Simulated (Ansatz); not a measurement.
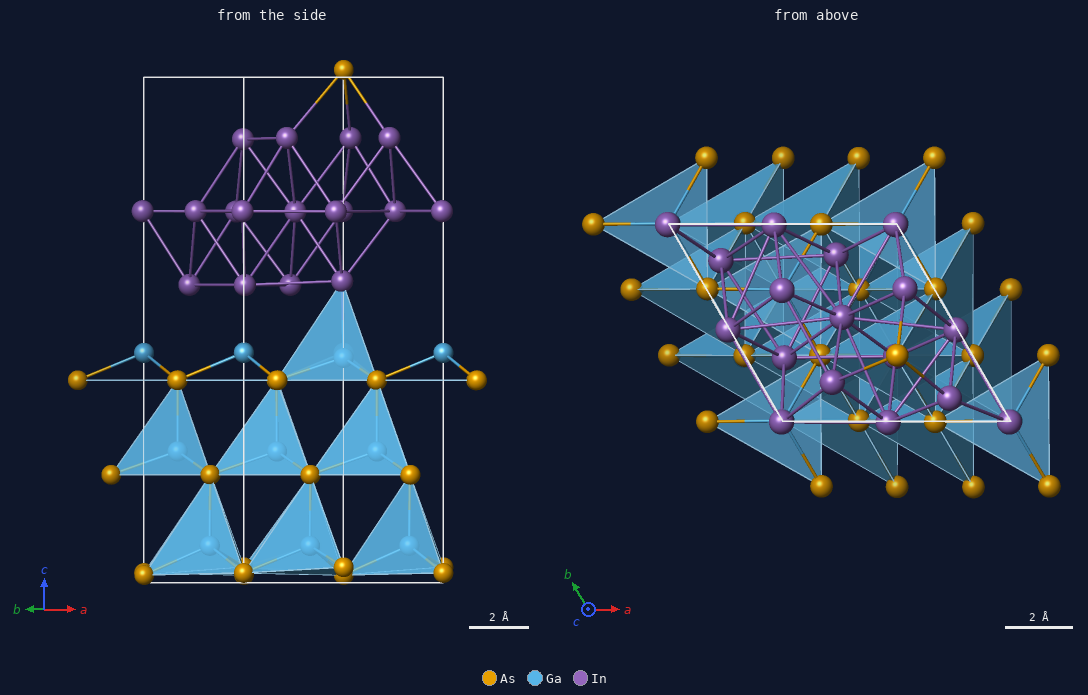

A polyhedral picture of a periodic stack of two materials, seen from the side and from above; the box is the simulation cell in a reduced setting, and 1×1 cells are drawn in the plane (a layer on the cell's face shows at both ends).

### What is joined to what, and on which faces?

GaAs (1 1 1) (F-43m, 18 atoms) and In (1 0 1) (Fm-3m, 12 atoms).

### Give the in-plane cell and the period of the stack.

The in-plane vectors are 6.86 and 6.86 Å long, those of GaAs, to which In is strained; the stack repeats after 17.4 Å.

The atoms and the stacking vector were relaxed with DFT LDA, scalar-relativistic, plane waves, PAW in Ansatz, the in-plane cell held. The two parents, named as they started, are listed structures, not always the stable forms, and thin layers can change their stacking on relaxation.
